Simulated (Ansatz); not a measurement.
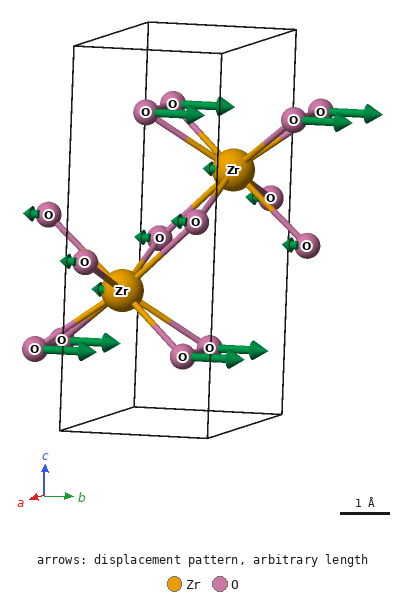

One vibrational mode of crystalline ZrO$_{3}$ (a generated structure) at the zone centre. Displacements are drawn as green arrows; their common scale and sign are arbitrary. The picture is a ball-and-stick view of the cell of the calculation, seen slightly off an axis.

All numbers below come from DFT PBE, scalar-relativistic, plane waves, PAW in Ansatz.

The input:
```yaml
crystal:
  lattice:
    - [4.1157807878, 0.0, 0.0411929009]
    - [0.0, 3.2614877156, 0.0]
    - [-0.8692156911, 0.0, 7.8514959127]
  atoms:
    - { symbol: Zr, position: [0.2783272068, 0.75, 0.647796317] }
    - { symbol: Zr, position: [0.7216727932, 0.25, 0.352203683] }
    - { symbol: O, position: [0.8734257475, 0.75, 0.1999433735] }
    - { symbol: O, position: [0.1265742525, 0.25, 0.8000566265] }
    - { symbol: O, position: [0.2420522278, 0.25, 0.4582092614] }
    - { symbol: O, position: [0.7579477722, 0.75, 0.5417907386] }
    - { symbol: O, position: [0.4882117743, 0.25, 0.8005097998] }
    - { symbol: O, position: [0.5117882257, 0.75, 0.1994902002] }
basis:
  ecutwfc: 420
kpoints:
  mp_grid: { grid: [6, 8, 4] }
hamiltonian:
  xc: pbe
scf:
  occupations: { method: fixed }
output:
  eigenvalues: true
phonons:
  method: dfpt
  dielectric: true
  rigid_motions: translations
  eigenvectors: true
```

Run as
```bash
ansatz run input.yaml --threads 4 --pin off --max-ram 12288MiB --backend cpu --events-out ev --progress --plain --runs-dir out
```

Frequencies are those without the non-analytic (LO–TO) term.

Describe the mode and give its frequency.

Answer. This is the A_u mode at 375 cm⁻¹, optical level 10 of 20, counted from below, infrared-active by symmetry. All motion is along b; the kinetic energy is shared as O 81 %, Zr 19 %. Its infrared intensity is 25 (D/Å)²/amu.
